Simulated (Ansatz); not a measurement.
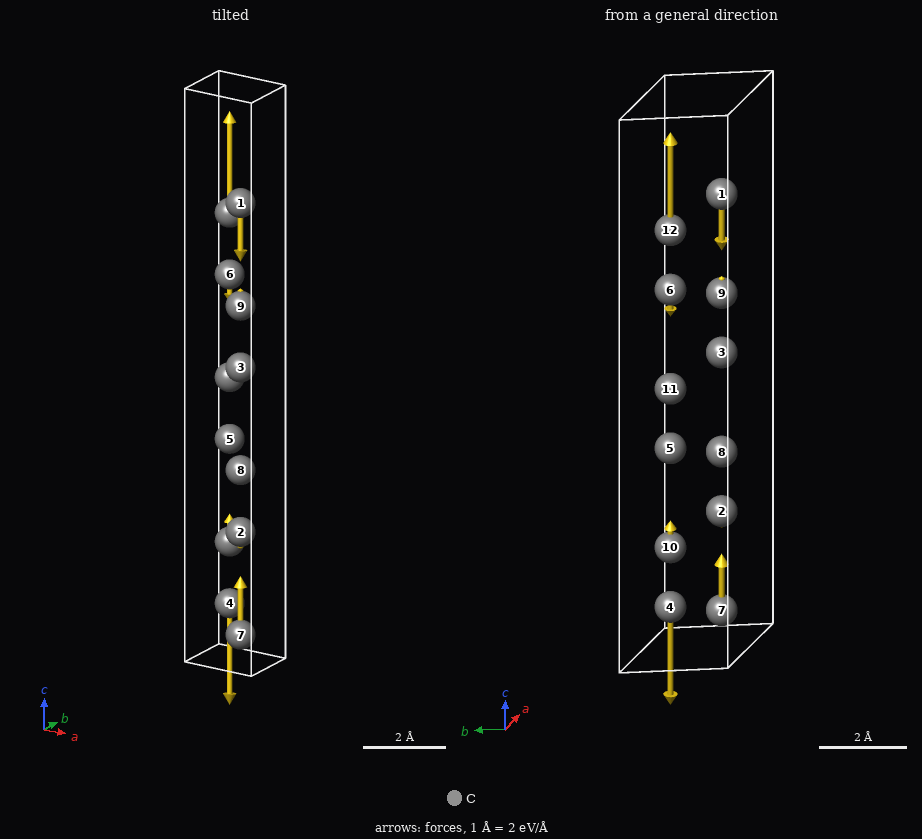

An orthographic spheres-only view of the structure, slightly off an axis and from a general direction. The simulation cell is outlined; an atom on or near a face, edge or corner is repeated at each equivalent position. The arrows are the computed forces on the atoms.

System: C. Electronic-structure method: Ansatz, DFT r2SCAN, scalar-relativistic, plane waves, PAW. Parameters: E_cut = 500 eV, a 10×10×2 grid in reciprocal space, Gaussian smearing of 0.05 eV, no spin polarisation.

Question: Is the structure at a minimum of the energy?

Answer: No. The atoms still feel forces of up to about 4.4 eV/Å, far above a usual threshold of 0.01 to 0.03 eV/Å.

Question: Name the atom under the greatest force.

Answer: C4 and C12, about 4.4 eV/Å.

Starting structure: an entry, possibly a prediction, of the Crystallography Open Database. The cell was then strained or its atoms displaced on purpose. It went into a calculation with Ansatz.
